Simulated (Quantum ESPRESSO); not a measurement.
## Magnetic state of TiSe2 from several starts

Aim: find out which collinear order of TiSe2 costs least.

Calculated with Quantum ESPRESSO 7.5; LDA with U = 3 eV on Ti d (ortho-atomic projectors); plane waves with GBRV 1.5 LDA potentials, no spin-orbit coupling.

## (1) Starting point

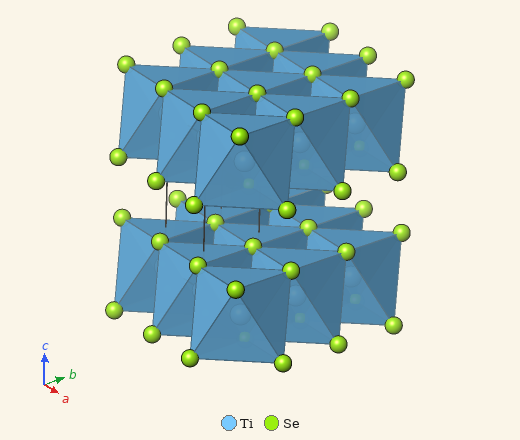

Start, viewed slightly off an axis; titanium blue, selenium green. 2×2×1 cells are drawn. Some periodic images of atoms are drawn too.

The cell comes from the Crystallography Open Database.

## (2) Run 1 (ferro +)

The signs are those of the starting moments on the seeded atoms, the atoms that are given a moment.

pw.in

```
&CONTROL
  calculation = 'scf'
  prefix = 'pwscf'
  outdir = './tmp'
  pseudo_dir = './pseudo'
  disk_io = 'nowf'
/
&SYSTEM
  ibrav = 0
  nat = 3
  ntyp = 2
  ecutwfc = 40
  ecutrho = 280
  nbnd = 20
  occupations = 'smearing'
  smearing = 'fd'
  degauss = 0.00367493
  nspin = 2
  starting_magnetization(1) = 0.0833
  starting_magnetization(2) = 0
/
&ELECTRONS
  conv_thr = 6d-09
  electron_maxstep = 150
  mixing_beta = 0.3
/
ATOMIC_SPECIES
Ti     47.8670 ti_lda_v1.4.uspp.F.UPF
Se     78.9710 se_lda_v1.uspp.F.UPF
CELL_PARAMETERS angstrom
   3.5360000000    0.0000000000    0.0000000000
  -1.7680000000    3.0622658278    0.0000000000
   0.0000000000    0.0000000000    6.0040000000
ATOMIC_POSITIONS crystal
Ti      0.0000000000    0.0000000000    0.0000000000
Se      0.3333333333    0.6666666667    0.2552000000
Se      0.6666666667    0.3333333333    0.7448000000
K_POINTS automatic
6 6 6 0 0 0
HUBBARD {ortho-atomic}
U Ti-3d 3.0000
```

Launch:

```console
> OMP_NUM_THREADS=1 mpirun -n 4 pw.x -nk 4 -in pw.in > pw.out
```

What it wrote:

```text
Program PWSCF v.7.5 starts

     Message from routine setup:
     using ibrav=0 with symmetry is DISCOURAGED, use correct ibrav instead

     K-points division:     npool     =       4
     Subspace diagonalization in iterative solution of the eigenvalue problem:

     G-vector sticks info
     --------------------
     sticks:   dense  smooth     PW     G-vecs:    dense   smooth      PW
     Sum         859     499    151                34615    15087    2587

     Using Slab Decomposition

     bravais-lattice index     =            0
     lattice parameter (alat)  =       6.6821  a.u.
     unit-cell volume          =     438.7250 (a.u.)^3
     number of atoms/cell      =            3
     number of atomic types    =            2
     number of electrons       =        24.00
     number of Kohn-Sham states=           20
     kinetic-energy cutoff     =      40.0000  Ry
     charge density cutoff     =     280.0000  Ry
     scf convergence threshold =      6.0E-09
     mixing beta               =       0.3000
     number of iterations used =            8  plain     mixing
     Exchange-correlation= SLA  PZ   NOGX NOGC
                           (   1   1   0   0   0   0   0)
     Hubbard projectors: ortho-atomic
     Hubbard parameters of DFT+U (Dudarev formulation) in eV:
     U(Ti-3d) =  3.0000

     Internal variables: lda_plus_u =T, lda_plus_u_kind = 0

     Internal variables: orbital_resolved =F, hub_pot_fix =F, apply_U = F

     celldm(1)=   6.682072  celldm(2)=   0.000000  celldm(3)=   0.000000
     celldm(4)=   0.000000  celldm(5)=   0.000000  celldm(6)=   0.000000

     crystal axes: (cart. coord. in units of alat)
               a(1) = (   1.000000   0.000000   0.000000 )
               a(2) = (  -0.500000   0.866025   0.000000 )
               a(3) = (   0.000000   0.000000   1.697964 )

     reciprocal axes: (cart. coord. in units 2 pi/alat)
               b(1) = (  1.000000  0.577350 -0.000000 )
               b(2) = (  0.000000  1.154701  0.000000 )
               b(3) = (  0.000000 -0.000000  0.588941 )

     PseudoPot. # 1 for Ti read from file:
     ti_lda_v1.4.uspp.F.UPF
     Pseudo is Ultrasoft + core correction, Zval = 12.0
     Generated by new atomic code, or converted to UPF format
     Using radial grid of  851 points,  6 beta functions with:
                l(1) =   0
                l(2) =   0
                l(3) =   1
                l(4) =   1
                l(5) =   2
                l(6) =   2
     Q(r) pseudized with  6 coefficients,  rinner =    1.000   1.000   1.000
                                                       1.000   1.000

     PseudoPot. # 2 for Se read from file:
     se_lda_v1.uspp.F.UPF
     Pseudo is Ultrasoft + core correction, Zval =  6.0
     Generated by new atomic code, or converted to UPF format
     Using radial grid of  877 points,  6 beta functions with:
                l(1) =   0
                l(2) =   0
                l(3) =   1
                l(4) =   1
                l(5) =   2
                l(6) =   2
     Q(r) pseudized with  8 coefficients,  rinner =    1.300   1.300   1.300
                                                       1.300   1.300

     atomic species   valence    mass     pseudopotential
     Ti               12.00    47.86700     Ti( 1.00)
     Se                6.00    78.97100     Se( 1.00)

     Starting magnetic structure
     atomic species   magnetization
     Ti              0.083
     Se              0.000

     12 Sym. Ops., with inversion, found

   Cartesian axes

     site n.     atom                  positions (alat units)
         1        Ti     tau(   1) = (   0.0000000   0.0000000   0.0000000  )
         2        Se     tau(   2) = (  -0.0000000   0.5773503   0.4333204  )
         3        Se     tau(   3) = (   0.5000000   0.2886751   1.2646434  )

     number of k points=    34  Fermi-Dirac smearing, width (Ry)=  0.0037
                       cart. coord. in units 2pi/alat
        k(    1) = (   0.0000000   0.0000000   0.0000000), wk =   0.0046296
        k(    2) = (   0.0000000   0.0000000   0.0981568), wk =   0.0092593
        k(    3) = (   0.0000000   0.0000000   0.1963136), wk =   0.0092593
        k(    4) = (   0.0000000   0.0000000  -0.2944704), wk =   0.0046296
        k(    5) = (   0.0000000   0.1924501   0.0000000), wk =   0.0277778
        [... 29 further k-points ...]

     Dense  grid:    34615 G-vectors     FFT dimensions: (  36,  36,  64)

     Smooth grid:    15087 G-vectors     FFT dimensions: (  27,  27,  45)

     Check: negative core charge=   -0.000002
     Generating pointlists ...
     new r_m :   0.2978 (alat units)  1.9897 (a.u.) for type    1
     new r_m :   0.2978 (alat units)  1.9897 (a.u.) for type    2

     Initial potential from superposition of free atoms

     starting charge      22.9998, renormalised to      24.0000

     negative rho (up, down):  5.479E-04 4.626E-04

     STARTING HUBBARD OCCUPATIONS:

     =================== HUBBARD OCCUPATIONS ===================
     ------------------------ ATOM    1 ------------------------
     Tr[ns(  1)] (up, down, total) =   1.00000  0.00000  1.00000
     Atomic magnetic moment for atom   1 =   1.00000
     [... lines left out ...]
     Number of occupied Hubbard levels =    1.0000

     Atomic wfc used for Hubbard projectors are orthogonalized

     Starting wfcs are   18 randomized atomic wfcs +    2 random wfcs

     Self-consistent Calculation

     iteration #  1     ecut=    40.00 Ry     beta= 0.30
     Davidson diagonalization with overlap
     ethr =  1.00E-02,  avg # of iterations =  4.8

     =================== HUBBARD OCCUPATIONS ===================
     ------------------------ ATOM    1 ------------------------
     Tr[ns(  1)] (up, down, total) =   1.18611  0.81782  2.00393
     Atomic magnetic moment for atom   1 =   0.36828
     [... lines left out ...]
     Number of occupied Hubbard levels =    2.0039

     Threshold (ethr) on eigenvalues was too large:
     Diagonalizing with lowered threshold

     Davidson diagonalization with overlap
     ethr =  9.11E-04,  avg # of iterations =  1.0

     negative rho (up, down):  5.142E-04 4.972E-04

     total energy              =    -205.64703321 Ry
     estimated scf accuracy    <       0.23475544 Ry

     total magnetization       =     0.11 Bohr mag/cell
     absolute magnetization    =     0.56 Bohr mag/cell

     iteration #  2     ecut=    40.00 Ry     beta= 0.30
     Davidson diagonalization with overlap
     ethr =  9.78E-04,  avg # of iterations =  2.2

     negative rho (up, down):  4.500E-04 4.858E-04

     total energy              =    -205.66253035 Ry
     estimated scf accuracy    <       0.06233029 Ry

     total magnetization       =     0.16 Bohr mag/cell
     absolute magnetization    =     0.52 Bohr mag/cell

     iteration #  3     ecut=    40.00 Ry     beta= 0.30
     Davidson diagonalization with overlap
     ethr =  2.60E-04,  avg # of iterations =  2.8

     negative rho (up, down):  4.322E-04 4.893E-04

     total energy              =    -205.67007993 Ry
     estimated scf accuracy    <       0.06915018 Ry

     total magnetization       =     0.05 Bohr mag/cell
     absolute magnetization    =     0.35 Bohr mag/cell

     [... further iterations left out ...]

     iteration # 14     ecut=    40.00 Ry     beta= 0.30
     Davidson diagonalization with overlap
     ethr =  2.29E-09,  avg # of iterations =  6.2

     negative rho (up, down):  4.034E-04 4.036E-04

     total energy              =    -205.67824333 Ry
     estimated scf accuracy    <       0.00000005 Ry

     total magnetization       =     0.00 Bohr mag/cell
     absolute magnetization    =     0.00 Bohr mag/cell

     iteration # 15     ecut=    40.00 Ry     beta= 0.30
     Davidson diagonalization with overlap
     ethr =  2.13E-10,  avg # of iterations =  3.8

     negative rho (up, down):  4.033E-04 4.038E-04

     total energy              =    -205.67824339 Ry
     estimated scf accuracy    <       0.00000005 Ry

     total magnetization       =     0.00 Bohr mag/cell
     absolute magnetization    =     0.00 Bohr mag/cell

     iteration # 16     ecut=    40.00 Ry     beta= 0.30
     Davidson diagonalization with overlap
     ethr =  2.05E-10,  avg # of iterations =  1.4

     negative rho (up, down):  4.036E-04 4.035E-04

     total energy              =    -205.67824339 Ry
     estimated scf accuracy    <       0.00000001 Ry

     total magnetization       =     0.00 Bohr mag/cell
     absolute magnetization    =     0.00 Bohr mag/cell

     iteration # 17     ecut=    40.00 Ry     beta= 0.30
     Davidson diagonalization with overlap
     ethr =  5.23E-11,  avg # of iterations =  2.2

     negative rho (up, down):  4.035E-04 4.036E-04

     Magnetic moment per site  (integrated on atomic sphere of radius R)
     atom   1 (R=0.298)  charge=  9.8103  magn=  0.0000
     atom   2 (R=0.298)  charge=  3.9122  magn= -0.0000
     atom   3 (R=0.298)  charge=  3.9122  magn= -0.0000

     End of self-consistent calculation

     =================== HUBBARD OCCUPATIONS ===================
     ------------------------ ATOM    1 ------------------------
     Tr[ns(  1)] (up, down, total) =   1.13478  1.13472  2.26950
     Atomic magnetic moment for atom   1 =   0.00006
     [... lines left out ...]
     Number of occupied Hubbard levels =    2.2695

     [... lines left out ...]
     the Fermi energy is     7.9741 ev

!    total energy              =    -205.67824344 Ry
     estimated scf accuracy    <          4.7E-10 Ry
     smearing contrib. (-TS)   =      -0.00071532 Ry
     internal energy E=F+TS    =    -205.67752812 Ry

     The total energy is F=E-TS. E is the sum of the following terms:
     one-electron contribution =     -77.74855324 Ry
     hartree contribution      =      46.84453720 Ry
     xc contribution           =     -76.43300253 Ry
     ewald contribution        =     -98.52072960 Ry
     Hubbard energy            =       0.18022005 Ry

     total magnetization       =     0.00 Bohr mag/cell
     absolute magnetization    =     0.00 Bohr mag/cell

     convergence has been achieved in  17 iterations

=------------------------------------------------------------------------------=
   JOB DONE.
=------------------------------------------------------------------------------=
```

Elapsed: 15 s, on 4 MPI ranks of Intel Xeon Platinum 8559C (Emerald Rapids), shared host; peak memory 0.46 GiB; 58 s of CPU time.

The spin moment in the atom's sphere vanishes on all atoms.

Numbers from this step:

```
smearing term TS       : 0.009732 eV
magnetization          : 0 μB
absolute magnetization : 0 μB
final state            : non-magnetic
```

(Part 1 of 2 ends here.)

[Logs and program files are shortened in this print: banners, set-up blocks, solver, clock and traceback lines can be left out without a mark of their own.]

[Logs are printed without paths, hosts, clocks, repeated set-up lines and the standing remarks that a program may print on its own settings, such as how far it seeks lower states.]

[Hosts, paths, dates, database ids (printed as entryN), source tags and the programs' standing remarks are cut or masked in the printed files.]

[Where a cell is said to come from a database of computed structures, the database is the Materials Project.]
